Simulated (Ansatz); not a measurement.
# Σ5 (210) boundary in fcc Ir with Co (substitutional): structure and resistance, part 2 of 2

Aim: the relaxed structure and the specific resistance of the Σ5 (210) boundary in fcc Ir with Co (substitutional).

Ansatz 0.2.0; Ansatz plane-wave DFT, PBE, PAW files, collinear spin; relaxation of a bicrystal slab with its lowest layers held; PAW set soft_1 (the session's first sound run).

So far: Set-up; Relaxing the bicrystal.

### 2. Relaxing the bicrystal (continued)

Relaxation path:

```tsv
step	energy less that of the first step (eV)	largest force component (eV/Å)
1	0.0000	1.6155
2	-0.5805	1.6375
3	-1.0261	0.4481
4	-1.2923	0.2989
5	-1.4770	0.2757
6	-1.5477	0.2335
7	-1.5762	0.3324
8	-1.6090	0.1204
9	-1.6169	0.0647
10	-1.6216	0.0529
11	-1.6263	0.0925
12	-1.6270	0.1413
13	-1.6277	0.0739
14	-1.6280	0.0255
15	-1.6280	0.0255
```

The run keeps the 2 symmetry operations that it works with, so distortions that break them were not tested.

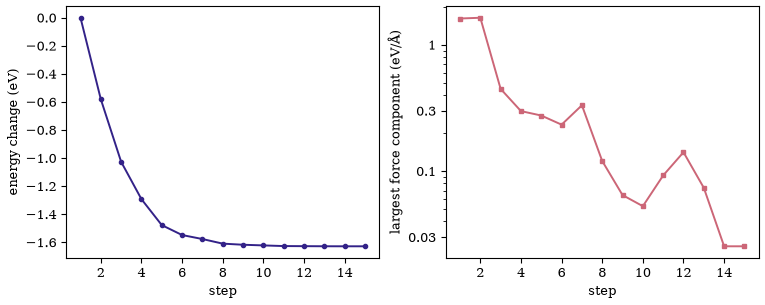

Energy and largest force along the relaxation.

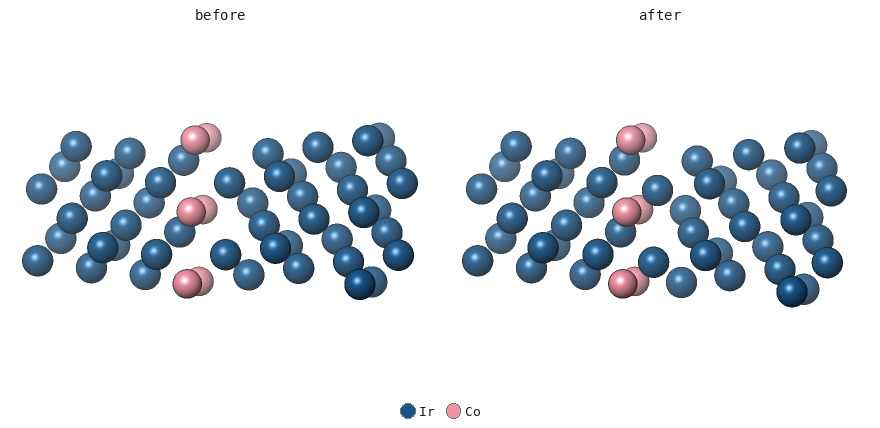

The structure before and after the relaxation, drawn at the same scale.

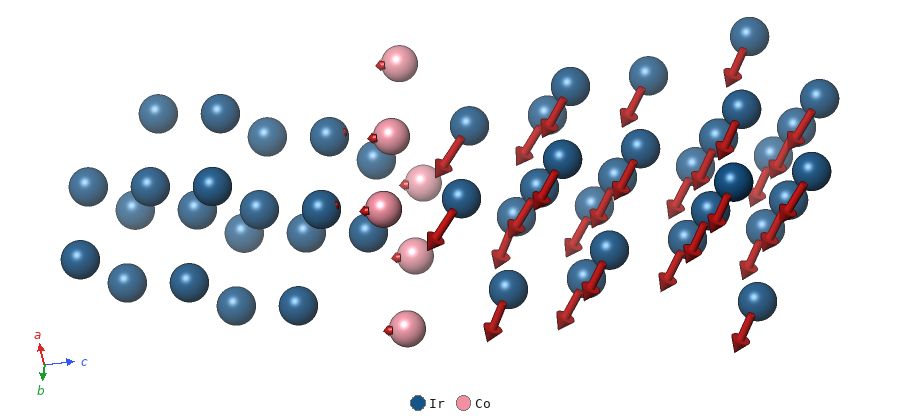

Displacements in the relaxation, scaled; the longest in the cell stands for 1.20 Å. 1×2×1 cells are drawn. Some periodic images of atoms are drawn too.

The atoms that moved most (Å):

```tsv
atom	dx	dy	dz	length
Ir11	-0.887	0.397	-0.711	1.204
Ir21	-0.874	0.391	-0.661	1.164
Ir13	-0.849	0.380	-0.644	1.132
Ir17	-0.888	0.397	-0.574	1.129
Ir14	-0.867	0.388	-0.600	1.124
Ir18	-0.893	0.399	-0.535	1.115
Ir16	-0.875	0.391	-0.567	1.114
Ir20	-0.871	0.390	-0.554	1.104
```

Final coordinates:

```cif
data_structure
_symmetry_space_group_name_H-M 'P 1'
_symmetry_Int_Tables_number 1
_cell_length_a 4.7023
_cell_length_b 3.8394
_cell_length_c 29.0288
_cell_angle_alpha 90.000
_cell_angle_beta 90.000
_cell_angle_gamma 65.905
_cell_volume 478.42
loop_
_atom_site_label
_atom_site_type_symbol
_atom_site_fract_x
_atom_site_fract_y
_atom_site_fract_z
_atom_site_occupancy
Ir1 Ir 0.60000 0.70000 0.17224 1
Ir2 Ir 0.20000 0.40000 0.20182 1
Ir3 Ir 0.80000 0.10000 0.23139 1
Ir4 Ir 0.40000 0.80000 0.26097 1
Ir5 Ir 0.99747 0.50126 0.29099 1
Ir6 Ir 0.59953 0.20024 0.32106 1
Ir7 Ir 0.20469 0.89765 0.34963 1
Ir8 Ir 0.80375 0.59813 0.38174 1
Ir9 Ir 0.40484 0.29758 0.41034 1
Co10 Co 0.99890 0.00055 0.43089 1
Ir11 Ir 0.57357 0.71321 0.47306 1
Ir12 Ir 0.97302 0.01349 0.51069 1
Ir13 Ir 0.38324 0.30838 0.53451 1
Ir14 Ir 0.77870 0.61065 0.56561 1
Ir15 Ir 0.18172 0.90914 0.59710 1
Ir16 Ir 0.57662 0.21169 0.62589 1
Ir17 Ir 0.97337 0.51331 0.65525 1
Ir18 Ir 0.37222 0.81389 0.68615 1
Ir19 Ir 0.78080 0.10960 0.71690 1
Ir20 Ir 0.17767 0.41117 0.74465 1
Ir21 Ir 0.57684 0.71158 0.77055 1
```

This step gave:

| Quantity | Value |
| --- | --- |
| free energy | -243855.2625 eV |
| energy at zero smearing | -243854.8503 eV |
| Fermi energy | 13.68 eV |
| magnetization | 1.536 μB |
| absolute magnetization | 2.045 μB |

The largest force component on a free atom ends at 0.025 eV/Å, under the tolerance of 0.03, after 15 steps.

### 3. Transmission across the boundary

This step: Ansatz plane-wave DFT, PBE, PAW files, collinear spin; ballistic transport by layer matching (Landauer), zero bias; boundary relaxed in a short slab, bulk layers laid on; PAW set soft_1 (Ansatz 0.2.0).

System of this step: Σ5 (210) boundary in fcc Ir with Co (substitutional). The cell holds 48 atoms: 47 Ir and 1 Co. Its edges and angles: a = 4.702 Å, b = 3.839 Å, c = 48.664 Å, α = 90.0°, β = 90.0°, γ = 65.9°. It derives from Ir. Regions: lower grain, 20 atoms (20 Ir); boundary, 12 atoms (11 Ir and 1 Co); upper grain, 16 atoms (16 Ir). Vacuum lies along c.

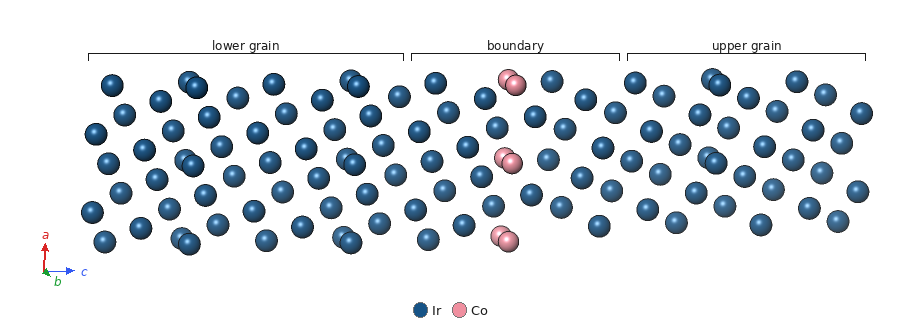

The cell of this step (iridium blue, cobalt pink). 2×1×1 cells are drawn. Some periodic images of atoms are drawn too.

Input file input.yaml:

```yaml
crystal:
  lattice:
    - [4.7022854592, 0.0, 0.0]
    - [1.5674284864, 3.5048766455, 0.0]
    - [0.0, 0.0, 48.6640745259]
  atoms:
    - { symbol: Ir, position: [-15.5999999999, 7.7999999997, 0.0821961588] }
    - { symbol: Ir, position: [-14.9999999999, 7.4999999997, 0.099837837] }
    - { symbol: Ir, position: [-14.3999999999, 7.1999999997, 0.1174795151] }
    - { symbol: Ir, position: [-13.7999999999, 6.8999999998, 0.1351211932] }
    - { symbol: Ir, position: [-13.1999999999, 6.5999999998, 0.1527628714] }
    - { symbol: Ir, position: [-12.5999999999, 6.2999999998, 0.1704045495] }
    - { symbol: Ir, position: [-11.9999999999, 5.9999999998, 0.1880462276] }
    - { symbol: Ir, position: [-11.3999999999, 5.6999999998, 0.2056879058] }
    - { symbol: Ir, position: [-10.7999999999, 5.3999999998, 0.2233295839] }
    - { symbol: Ir, position: [-10.1999999999, 5.0999999998, 0.240971262] }
    - { symbol: Ir, position: [-9.6, 4.7999999999, 0.2586129402] }
    - { symbol: Ir, position: [-9.0, 4.4999999999, 0.2762546183] }
    - { symbol: Ir, position: [-8.4, 4.1999999999, 0.2938962964] }
    - { symbol: Ir, position: [-7.8, 3.8999999999, 0.3115379745] }
    - { symbol: Ir, position: [-7.2, 3.5999999999, 0.3291796527] }
    - { symbol: Ir, position: [-6.6, 3.2999999999, 0.3468213308] }
    - { symbol: Ir, position: [-6.0, 2.9999999999, 0.3644630089] }
    - { symbol: Ir, position: [-5.4, 2.7, 0.3821046871] }
    - { symbol: Ir, position: [-4.8, 2.4, 0.3997463652] }
    - { symbol: Ir, position: [-4.2, 2.1, 0.4173880433] }
    - { symbol: Ir, position: [0.4, 0.8, 0.4350297215] }
    - { symbol: Ir, position: [-0.0025297111, 0.5012648556, 0.4529396974] }
    - { symbol: Ir, position: [0.5995283254, 0.2002358373, 0.4708784404] }
    - { symbol: Ir, position: [0.2046920517, 0.8976539741, 0.4879202394] }
    - { symbol: Ir, position: [0.8037484221, 0.5981257889, 0.5070735374] }
    - { symbol: Ir, position: [0.4048374298, 0.2975812851, 0.5241352247] }
    - { symbol: Co, position: [-0.001096521, 0.0005482605, 0.5363895769], spin: 2.0 }
    - { symbol: Ir, position: [0.5735724752, 0.7132137624, 0.5615486738] }
    - { symbol: Ir, position: [-0.0269829928, 1.0134914964, 0.5839952898] }
    - { symbol: Ir, position: [0.3832417551, 0.3083791224, 0.5982040455] }
    - { symbol: Ir, position: [-0.2213043467, 0.6106521733, 0.6167539793] }
    - { symbol: Ir, position: [0.1817185419, 0.909140729, 0.6355369911] }
    - { symbol: Ir, position: [-4.4182814581, 2.209140729, 0.6531786692] }
    - { symbol: Ir, position: [-5.0182814581, 2.509140729, 0.6708203473] }
    - { symbol: Ir, position: [-5.6182814581, 2.809140729, 0.6884620255] }
    - { symbol: Ir, position: [-6.218281458, 3.109140729, 0.7061037036] }
    - { symbol: Ir, position: [-6.818281458, 3.409140729, 0.7237453817] }
    - { symbol: Ir, position: [-7.418281458, 3.7091407289, 0.7413870598] }
    - { symbol: Ir, position: [-8.018281458, 4.0091407289, 0.759028738] }
    - { symbol: Ir, position: [-8.618281458, 4.3091407289, 0.7766704161] }
    - { symbol: Ir, position: [-9.218281458, 4.6091407289, 0.7943120942] }
    - { symbol: Ir, position: [-9.818281458, 4.9091407289, 0.8119537724] }
    - { symbol: Ir, position: [-10.418281458, 5.2091407289, 0.8295954505] }
    - { symbol: Ir, position: [-11.018281458, 5.5091407289, 0.8472371286] }
    - { symbol: Ir, position: [-11.618281458, 5.8091407288, 0.8648788068] }
    - { symbol: Ir, position: [-12.218281458, 6.1091407288, 0.8825204849] }
    - { symbol: Ir, position: [-12.818281458, 6.4091407288, 0.900162163] }
    - { symbol: Ir, position: [-13.418281458, 6.7091407288, 0.9178038412] }
magnetization:
  spin_polarized: true
kpoints:
  mp_grid: { grid: [7, 7, 1] }
hamiltonian:
  xc: pbe
  pseudopotentials: { kind: paw, azcp: { folder: soft_1 } }
scf:
  occupations: { method: fermi_dirac, width: 0.1 }
output:
  transmission:
    leads: [[11, 12], [38, 39]]
    kmesh: [18, 18]
    e_range: [-0.1, 0.1]
    de: 0.05
  write_potential: true
  write_density: true
  volumetric_format: npy
  elf: true
```

On the command line:

```console
> ansatz run input.yaml --threads 4 --pin off --max-ram 15360MiB --backend cpu --events-out ev --progress --plain --runs-dir out
```

Numbers of over 12 decimals in the logs are rounded to 6 here.

Log:

```text
[...]
Crystal: 48 atoms, lattice volume = 802.029 Å³
Basis set: ecut = 420 eV, 15627 PW (Γ)
Bands: 491, of which v1, the nominal top of the filled ones, is band 408 counted from 1 (407 counted from 0)
Symmetry: 2 space group operations
[...]
k-points: 16 of 49 (time reversal used)
[...]
Starting moments: Σ|m| = 2 μB on 1 of 48 sites
[...]
SCF iter   1: F=—  HF=-566153.690539 eV  |F-HF|=—  |Δ(HF+E_count)|=         —  Δρ=2.29e-2 (↑2.27e-2 ↓2.29e-2)  dr2=3.45e1  dr2_m=2.44e-2  M=1.972 μB ∫|m|=2.310 μB  β_m=0.30  ethr=3.10e-3  ⟨swp⟩=6.0  Hψ=53829  notcnv=0  defer=412
[...]
SCF iter  16: F=-566149.802248 eV  HF=-566149.802248 eV  |F-HF|=2.70e-8  |Δ(HF+E_count)|=  6.98e-10  Δρ=7.82e-7 (↑2.58e-7 ↓7.82e-7)  dr2=2.77e-8  dr2_m=6.32e-10  M=1.550 μB ∫|m|=1.990 μB  ethr=2.07e-12  ⟨swp⟩=10.8  Hψ=47551  notcnv=0
SCF 1 converged in 16 iterations: F = -566149.802248 eV  dr2 = 2.77e-8
[...]
transmission: 1132 of 11284 steps passed
transmission: 2264 of 11284 steps passed
[...]
transmission: 11284 of 11284 steps passed
WARN: The input density's exchange-correlation potential varies sharply where the density is thin. Do not read a vacuum level from v_tot or v_xc, or from such a field of the output density. On a cell that repeats whose density bears no net charge and no dipole along the vacuum's axis use v_es (v_loc + v_h of the components); under efield.dipole_correction with no amplitude use v_es + v_field, which holds any external [...]
SCF converged after 16 iterations
the last check of whether an eigenvalue changes by more than its tolerance under the output density was not made (no_room)
Magnetization: 1.5499 μB (408.7749 up, 407.2251 down)
Absolute magnetization: 1.9958 μB (∫|ρ↑−ρ↓|, with the PAW one-centre terms)
[...]
Per-site moments (μB) at R_I (Å): [(-0.00126728, 1.119882), (0.000287018, 1.119882), (-0.000644085, 1.119882), (0.000592443, 1.119882), (3.5204453567431253e-6, 1.119882), (-0.000613879, 1.119882), (-0.000110404, 1.119882), (-0.000892252, 1.119882), (-0.00221268, 1.119882), (0.000905056, 1.119882), (0.00140652, 1.119882), (0.00055517, 1.119882), (0.00307526, 1.119882), (-0.00165145, 1.119882), (-0.00167089, 1.119882), [...]
Free energy (F): -566149.802248 eV
[...]
Internal energy: -566148.120989 eV  (E = F + TS)
E sigma→0 (E₀):  -566148.961619 eV
Entropy (-TS):   -1.681259 eV (-35.026 meV/atom)
Fermi energy:    20.802360 eV
[...]
--- Band table (eV; the first three rows and the last of 32) ---
  k-point 0 ↑: bands = [... 404 lower, 20.6829, 20.7199, 20.7771, 20.8922, 20.9179, 20.9361, 20.9692, 21.0008, ... 79 higher]
  k-point 1 ↑: bands = [... 404 lower, 20.6432, 20.7068, 20.7602, 20.7877, 20.8455, 20.9140, 20.9670, 20.9943, ... 79 higher]
  k-point 2 ↑: bands = [... 404 lower, 20.5210, 20.5768, 20.6338, 20.7223, 20.7416, 20.8167, 20.9302, 20.9578, ... 79 higher]
  k-point 15 ↓: bands = [... 404 lower, 21.0081, 21.0368, 21.0549, 21.0792, 21.0922, 21.1061, 21.1303, 21.1494, ... 79 higher]
--- Transmission ---
  basis      : 141 plane waves across, 62 finite elements along
  points     : 91, standing for a mesh of 18 x 18
  energies   : 5 from -0.100000 to 0.100000 eV about the Fermi level, 0.050000 eV apart; the leads are filled to 0.000000 eV, and channels, transmission and decay are at 0.000000 eV
  crystal 0  : Ir3, at the sites [11, 12], period 2.5755 Å, over 18.03 Å; its Hamiltonian steps by up to 7.6 meV
    offset         : up to 0.0000 Å between an atom of the period and one for which it stands
    channels       : 4.413580e0 up, 4.413580e0 down
    conductance    : none, the energies end too early or step too widely for 300 K: set another output.transmission.e_range or a lower de, or, where they end at an eighth of basis.ecutwfc, a higher one
[...]
channels       : 4.425926e0 up, 4.413580e0 down
[...]
junction   : crystal 0 to crystal 1, 13.28 to 35.38 Å
    transmission   : 1.857131e0 up, 2.069553e0 down
[...]
```

Wall time 44 min (4 threads of Intel Xeon Platinum 8259CL at 2.50GHz (Skylake/Cascade Lake), shared host); peak memory 11 GiB.

In the SCF lines HF is the Harris–Foulkes energy and dr2 the Hartree energy of the density residual, in eV; the loop may stop once dr2 is under the threshold and the program's other checks hold. Hψ counts applications of the Hamiltonian.

Numbers from this step:

| Quantity | Value |
| --- | --- |
| free energy | -566149.8022 eV |
| energy at zero smearing | -566148.9616 eV |
| Fermi energy | 20.80 eV |
| magnetization | 1.550 μB |
| absolute magnetization | 1.996 μB |
| cell area | 16.48 Å² |
| transmission, spin up | 1.857 |
| transmission, spin down | 2.070 |
| open channels, spin up | 4.414 |
| open channels, upper lead, spin up | 4.426 |
| open channels, spin down | 4.414 |
| open channels, upper lead, spin down | 4.414 |
| step of the lead's potential | 7.6 meV |
| step of the upper lead's potential | 24.1 meV |

Per spin. The transmission, zone mean by energy, zero at the Fermi level:

```tsv
energy (eV)	T up	T down
-0.1000	1.85	1.93
-0.0500	1.83	1.99
0.0000	1.86	2.07
0.0500	1.91	2.17
0.1000	1.93	2.26
```

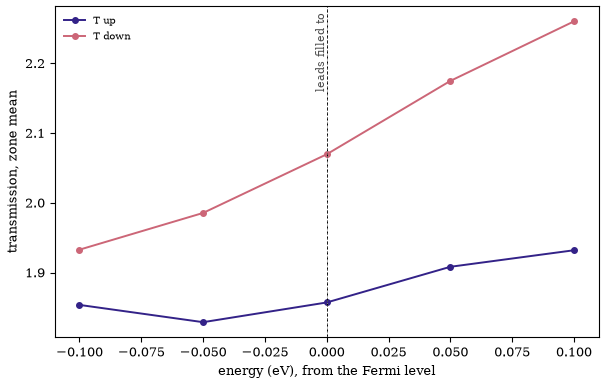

Transmission, zone mean against energy.

Per spin. Table of open channels, zone mean by energy, zero at the Fermi level:

```tsv
energy (eV)	lead up	upper lead up	lead down	upper lead down
-0.1000	4.29	4.28	4.28	4.29
-0.0500	4.30	4.28	4.30	4.28
0.0000	4.41	4.43	4.41	4.41
0.0500	4.5	4.5	4.5	4.5
0.1000	4.51	4.52	4.51	4.52
```

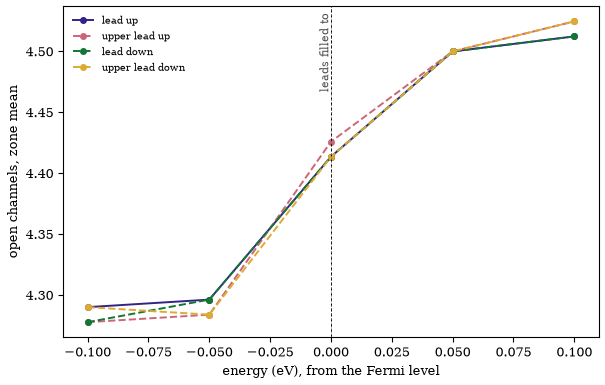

Open channels, zone mean against energy.

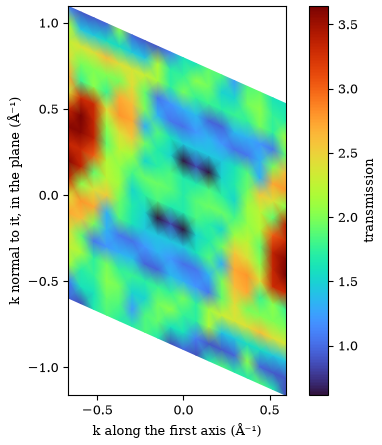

Transmission over k1 and k2. At 0.0000 eV from the Fermi level, spin up.

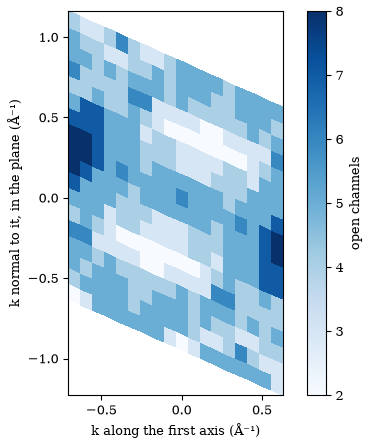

Open channels over k1 and k2. At 0.0000 eV from the Fermi level, spin up.

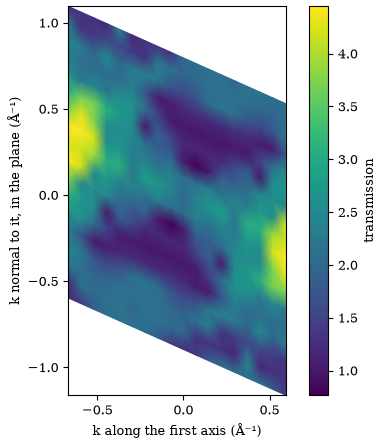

Transmission over k1 and k2. At 0.0000 eV from the Fermi level, spin down.

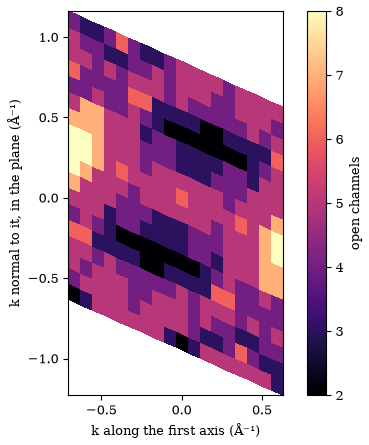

Open channels over k1 and k2. At 0.0000 eV from the Fermi level, spin down.

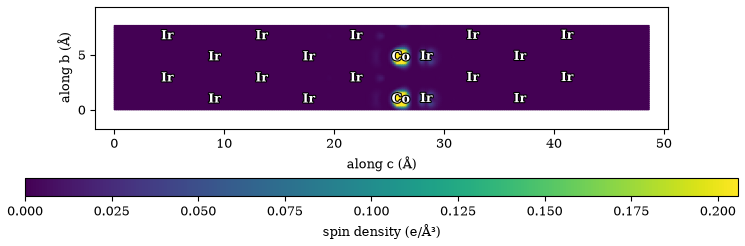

Spin density in the cb plane at fractional x = 0.000, with atoms of Ir and Co within 0.2 Å of it. The map starts off the cell's origin, so that atoms lie inside it.

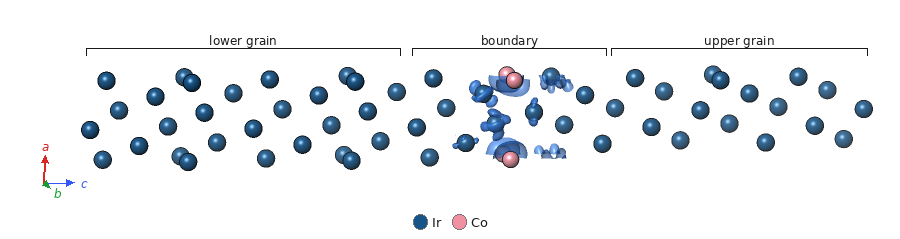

Surface of spin density = 0.027 e/Å³, which holds about 70 % of the integral of its size.

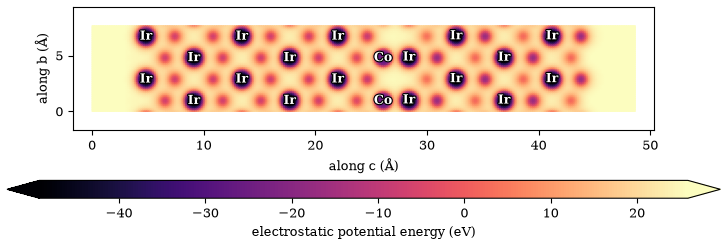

Electrostatic potential energy in the cb plane at fractional x = 0.000, with atoms of Ir and Co within 0.2 Å of it. With pseudopotentials it is smooth inside the atoms' cores, unlike the true potential. The map starts off the cell's origin, so that atoms lie inside it.

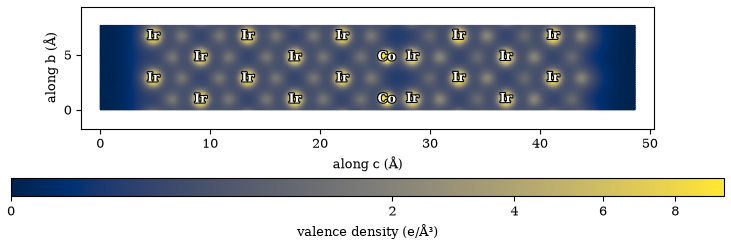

Valence density in the cb plane at fractional x = 0.000, with atoms of Ir and Co within 0.2 Å of it. It is the smooth field of the valence electrons, not physical close to the nuclei. The map starts off the cell's origin, so that atoms lie inside it. The colour scale is stretched toward low values.

Nearest the Fermi level spin up passes 1.86 of 4.41 channels of the lower lead and spin down 2.07 of 4.41.

### 4. Specific resistance

This step: Ansatz plane-wave DFT, PBE, PAW files, collinear spin; ballistic transport by layer matching (Landauer), zero bias; specific resistance of the boundary; PAW set soft_1 (Ansatz 0.2.0).

Numbers from this step:

```yaml
area_resistance: 0.5885 fΩ m²
t_over_the_leads_mean_channel_count: 0.4499
spin_asymmetry_gamma: -0.09561 (R down - R up) / (R down + R up)
```

Averaged over the energies near the Fermi level, 45.0 % of the channels pass, which makes 0.588 fΩ m².

By hand, with means over the energies near the Fermi level: RA per spin = A (h/e²)(1/T − ½[1/N₁ + 1/N₂]); spin up: 16.48×10⁻²⁰ m² × 25 813 Ω × (1/1.876 − ½[1/4.402 + 1/4.402]) = 1.30 fΩ m²; spin down: 16.48×10⁻²⁰ m² × 25 813 Ω × (1/2.085 − ½[1/4.400 + 1/4.402]) = 1.07 fΩ m². The spins conduct in parallel, so 1/RA = 1/1.30 + 1/1.07 and RA = 0.588 fΩ m²; γ = (1.07 − 1.30)/(1.07 + 1.30) = -0.096.

### 5. Outcome

- specific resistance of the boundary: 0.588 fΩ m²
- share of channels that pass: 0.450

**Reading.** The boundary has a specific resistance of 0.59 fΩ m². The boundary reflects 55 % of the channels; 0.59 fΩ m² is 5.9×10⁻¹² Ω·cm². One Co in 16.5 Å² of boundary is a high coverage. In the relaxation the upper grain slid sideways by about 1.0 Å, so the result belongs to the position that it found, not to the starting one. Each plane of this narrow cell holds one atom, so the solute fills a whole plane. One starting structure was relaxed; another shift or atom count at the boundary may lie lower. Spin-orbit coupling is left out, which matters for Ir. One magnetic start was tried, and the two spins conduct in parallel without mixing.

[Logs are printed without paths, hosts, clocks, repeated set-up lines and the standing remarks that a program may print on its own settings, such as how far it seeks lower states.]

[Hosts, paths, dates, database ids (printed as entryN), source tags and the programs' standing remarks are cut or masked in the printed files.]
